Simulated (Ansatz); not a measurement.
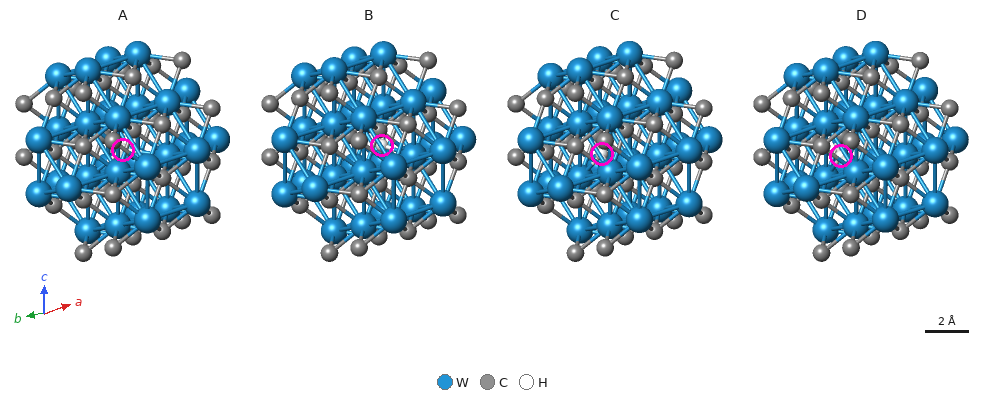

4 geometries from a converged minimum-energy path of a defect cell of composition HW8C8 (17 atoms in the cell), shuffled. The picture is a ball-and-stick view of the atoms within 5.3 Å of the middle of the path, seen from a free direction. The moving atom is ringed, with any periodic copies. Bonds to atoms that aren't drawn are left out.

All numbers below come from DFT PBEsol, scalar-relativistic, plane waves, PAW (Ansatz 0.2.0). Set-up: plane-wave cutoff 420 eV; k-point mesh 4 × 5 × 5; Gaussian smearing 0.1 eV; 5 movable images; climbing image.

Q: Which of them lies highest in energy?

A: A. In order along the path, whose images run from 0 to 6: B (image 1, +0.10 eV), A (image 3, +0.68 eV), C (image 5, +0.10 eV), D (image 6, 0.00 eV). The H atom travels furthest, 2.25 Å from end to end, along −a, on a straight line. At the highest image its nearest neighbour (C) is 1.69 Å away, against 1.74 Å at the start.

Limits of the set-up: the periodic images lie only 5.7 Å apart, so the values are limited by the cell's size.

Cost: 3.7 min on 4 threads of Intel(R) Xeon(R) 6975P-C (Granite Rapids), on a shared host, peak memory 3 GiB.
